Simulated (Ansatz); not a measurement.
System: Ru.

The calculation's input:

```
crystal:
  lattice:
    - [-2.9304486216, 2.5314903651, 1.2895107825]
    - [2.5314903651, -2.9304486216, 1.2895107825]
    - [2.2061599658, 2.2061599658, -2.0202035599]
  atoms:
    - { symbol: Ru, position: [0.9802979356, 0.0197020644, 0.0], spin: 1.0 }
    - { symbol: Ru, position: [0.7697020644, 0.2302979356, 0.5], spin: 1.0 }
hamiltonian:
  xc: mr2scan
  pseudopotentials:
    kind: paw
    azcp:
      Ru: "pseudopotentials/Ru.paw.azcp"
basis:
  ecutwfc: 500
  fft_grid_basis: typed
kpoints:
  mp_grid: { grid: [19, 19, 13], shift: [0, 0, 0] }
magnetization:
  spin_polarized: true
scf:
  occupations: { method: fermi_dirac, width: 0.05 }
  lower_state_search: "off"
output:
  stress: true
  write_density: true
  write_potential: true
  elf: true
  volumetric_format: npy
```

Launched as:

```sh
ansatz run input.yaml --threads 2 --pin off --max-ram 6144MiB --backend cpu --events-out ev --progress --plain --runs-dir out
```

Below, planes, directions and counts refer to the conventional cell (a = 2.64 Å, b = 7.72 Å, c = 2.62 Å, α = 90.00°, β = 89.99°, γ = 90.00°).

Space group Cmcm; set up as Ru, beta-Sn type; a generated structure, not necessarily the stable one; changed on purpose from its base cell (volume × 0.92); computed pressure about 30 GPa in this cell; the program warned that a starting moment wasn't kept; spin-polarised, but the moments vanished.

Theory: DFT, m-r2SCAN, plane waves (500 eV) with PAW, scalar-relativistic in Ansatz 0.2.0.

What will maps of the valence pseudo-density and electron localisation function show?

Ru–Ru (2.62 Å): ρ at the midpoint is about 0.45 e/Å³; the ELF is about 0.30 at the midpoint.
Ru–Ru (2.62 Å): the density is about 0.45 e/Å³ at the midpoint; the ELF is about 0.30 at the midpoint.

Does the calculation give a band gap?

It is gapless in this calculation (a metal or semimetal).

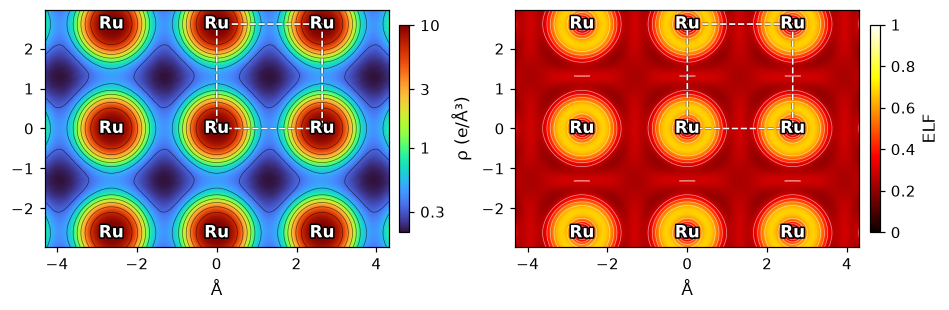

Computed valence pseudo-density and electron localisation function on the (010) plane of the conventional cell, in this order. 

In a PAW calculation such maps are meaningful between the atoms, not at the nuclei.
